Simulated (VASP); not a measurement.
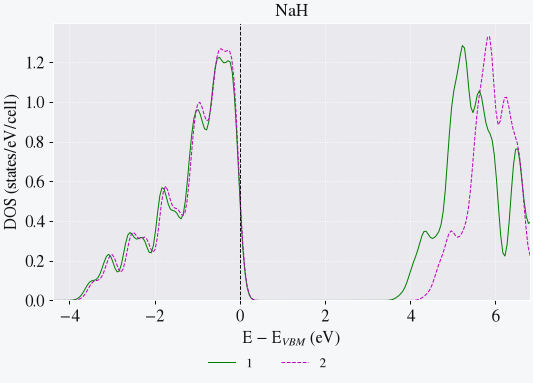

Total densities of states of NaH, space group I4/mmm (No. 139), 2 atoms in the cell, rocksalt type, biaxial (xy) strain −0.3%, by two methods on the same cell. The curves are built from the levels of the k mesh with Gaussians 0.3 eV wide, which also blur the band edges. Each is counted from its own valence-band top.

Which curve is which? The methods: PBE (VASP), r2SCAN (VASP).

1 is PBE (VASP); 2 is r2SCAN (VASP). PBE (VASP) gives a gap of 3.81 eV and r2SCAN (VASP) gives a gap of 4.42 eV.

Settings. PBE (VASP): DFT, PBE, plane waves, PAW, 10×10×10 k mesh, 520 eV cutoff, Fermi-Dirac smearing of 0.02 eV (VASP 6.6.1). r2SCAN (VASP): DFT, r2SCAN, plane waves, PAW, 10×10×10 k mesh, 520 eV cutoff, Gaussian smearing of 0.01 eV (VASP).
